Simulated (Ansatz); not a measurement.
**Ga5As2P3: density, localisation and related maps**

```yaml
crystal:
  lattice:
    - [3.95751, 0.00000, 0.00000]
    - [0.00000, 3.95751, 0.00000]
    - [0.00000, 0.00000, 28.03250]
  atoms:
    - { symbol: Ga, position: [0.50000, 0.50000, 0.09701] }
    - { symbol: Ga, position: [0.00000, 0.00000, 0.59701] }
    - { symbol: Ga, position: [0.00000, 0.00000, 0.20143] }
    - { symbol: Ga, position: [0.50000, 0.50000, 0.70144] }
    - { symbol: Ga, position: [0.50000, 0.50000, 0.29857] }
    - { symbol: Ga, position: [0.00000, 0.00000, 0.79857] }
    - { symbol: Ga, position: [0.00000, 0.00000, 0.40299] }
    - { symbol: Ga, position: [0.50000, 0.50000, 0.90299] }
    - { symbol: Ga, position: [0.00000, 0.00000, 0.00000] }
    - { symbol: Ga, position: [0.50000, 0.50000, 0.50000] }
    - { symbol: P, position: [0.50000, 0.00000, 0.25000] }
    - { symbol: P, position: [0.00000, 0.50000, 0.75000] }
    - { symbol: P, position: [0.50000, 0.00000, 0.45148] }
    - { symbol: P, position: [0.00000, 0.50000, 0.95148] }
    - { symbol: P, position: [0.50000, 0.00000, 0.04852] }
    - { symbol: P, position: [0.00000, 0.50000, 0.54852] }
    - { symbol: As, position: [0.00000, 0.50000, 0.35078] }
    - { symbol: As, position: [0.50000, 0.00000, 0.85078] }
    - { symbol: As, position: [0.00000, 0.50000, 0.14922] }
    - { symbol: As, position: [0.50000, 0.00000, 0.64922] }
```

Space group I-4m2; a structure generated by program, which may or may not match a known phase.

The calculation used DFT PBE, scalar-relativistic, plane waves, PAW (Ansatz 0.2.0).

In a PAW calculation such maps are meaningful between the atoms, not at the nuclei.

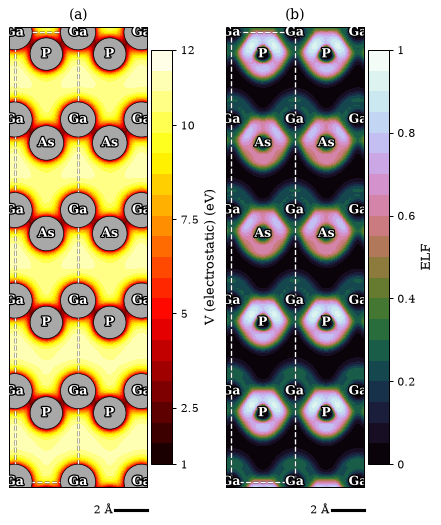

Figure 1. (a) electrostatic potential (local pseudopotential plus Hartree) felt by an electron; (b) ELF on the (100) plane of the conventional cell. Grey discs cover the atomic cores in the potential map.

Q: What does the map show?

A: The plane passes through Ga, P and As nuclei. Ga–P (2.40 Å): the ELF peaks at about 0.90 in the valence shell of P, 0.9 Å from its nucleus, and is about 0.75 at the midpoint. Ga–As (2.46 Å): the ELF peaks at about 0.80 between the atoms (a shared electron pair). Outside the cores the potential energy rises away from the atoms and is highest about 2.4 Å from the nearest atoms; its zero is arbitrary.

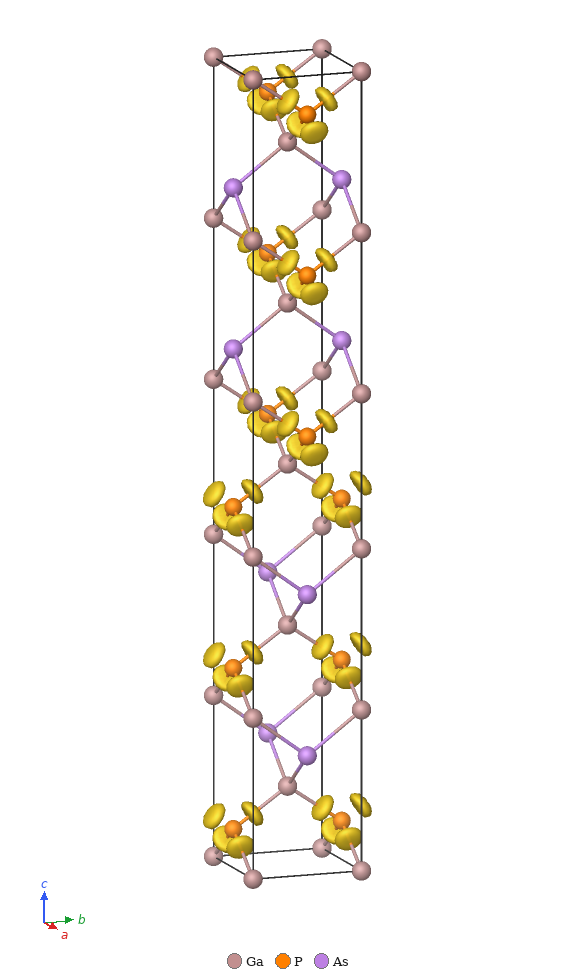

Figure 2. Isosurface of the electron localisation function at 0.85 (yellow), seen slightly off an axis. Only the valence region is drawn (cores and ρ < 0.01 e/Å³ removed). Sticks mark near contacts.

Q: Where are the electrons localised?

A: The surface consists of 24 lobes of the valence shell of P pointing towards Ga (polar bonds), counted in one cell of 20 atoms. Any copies at cell faces, edges or corners count once.

Q: Does the calculation give a band gap?

A: It is gapped, with a Kohn–Sham gap of 0.94 eV on the k-point mesh (the band edges may lie off the mesh, which would make the gap smaller).
